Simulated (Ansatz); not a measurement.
This input was run:

```
crystal:
  lattice:
    - [3.8637242812, 0.0, 0.0]
    - [-1.9318621406, 3.3460833807, 0.0]
    - [0.0, 0.0, 24.8867941631]
  atoms:
    - { symbol: O, position: [0.0, 0.0, 0.3415466028] }
    - { symbol: Ce, position: [0.6666666667, 0.3333333333, 0.3732372822] }
    - { symbol: O, position: [0.3333333333, 0.6666666667, 0.4049279617] }
    - { symbol: O, position: [0.6666666667, 0.3333333333, 0.4683093206] }
    - { symbol: Ce, position: [0.3333333333, 0.6666666667, 0.5] }
    - { symbol: O, position: [0.0, 0.0, 0.5316906794] }
    - { symbol: O, position: [0.3333333333, 0.6666666667, 0.5950720383] }
    - { symbol: Ce, position: [0.0, 0.0, 0.6267627178] }
    - { symbol: O, position: [0.6666666667, 0.3333333333, 0.6584533972] }
basis:
  ecutwfc: 420
kpoints:
  mp_grid: { grid: [9, 9, 1] }
hamiltonian:
  xc: pbe
scf:
  occupations: { method: gaussian, width: 0.05 }
output:
  forces: true
  eigenvalues: true
  write_density: true
  write_potential: true
  elf: true
  volumetric_format: npy
relax:
  adjacent_minimum: "off"
  f_tol: 0.03
  max_steps: 70
  constraints: [{ sites: [0, 1, 2, 3] }]
efield:
  axis: 3
  dipole_correction: true
  ramp_width: 0.04
```

Run as:
```bash
ansatz run input.yaml --threads 8 --pin off --max-ram 14336MiB --backend cpu --events-out ev --progress --plain --runs-dir out
```

What does the potential across the slab give for the band edges against vacuum?

From the vacuum level at the right face the ionisation potential is 6.32 eV and the electron affinity 4.48 eV; at the left face they are 6.39 and 4.55 eV. The slab's gap, their difference before rounding, is 1.84 eV. The vacuum levels differ by 0.07 eV, so the slab carries a dipole along its normal. Some atoms were held fixed in the relaxation, which can itself make the faces differ. The outermost atoms are 7.8 Å apart, which leaves 17.0 Å of vacuum in a cell 24.9 Å high.

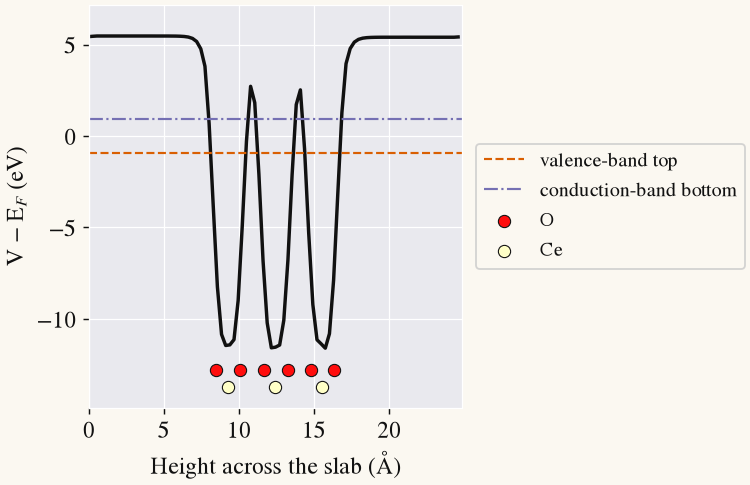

Plane-averaged electrostatic potential energy of an electron across the slab; circles at the bottom mark the heights of the atoms (positions after relaxation).
